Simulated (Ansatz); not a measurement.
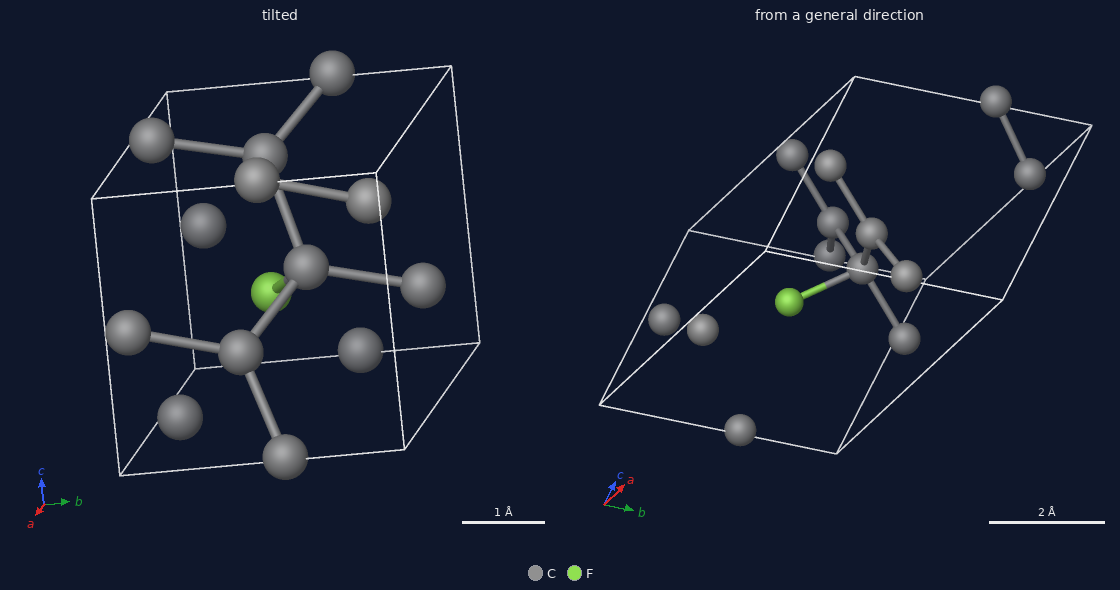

The figure gives a ball-and-stick picture of the atoms, viewed slightly off an axis and from a general direction. The lines enclose the supercell; boundary atoms appear with their images. The host is C, in a cell of 8 sites, and the cell is neutral.

### What defect is present?

An interstitial fluorine atom. It is bonded to one C at about 1.4 Å.

Computational set-up: DFT PBE+D3(BJ), scalar-relativistic, plane waves, PAW in Ansatz 0.2.0, a 420 eV plane-wave basis, Brillouin-zone sampling on a 4×4×4 mesh, Gaussian smearing of 0.01 eV, collinear spins.

### Does the cell have a net magnetic moment?

No net moment.

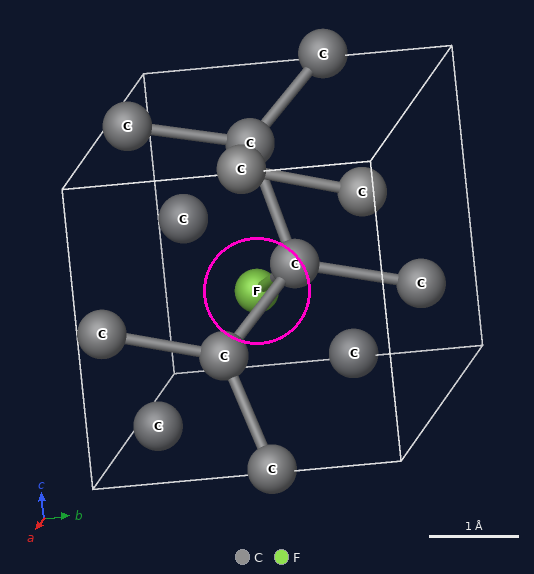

The same cell with a ring at the defect's site.

The atoms were relaxed in the host's cell with DFT PBE+D3(BJ), scalar-relativistic, plane waves, PAW in Ansatz 0.2.0.
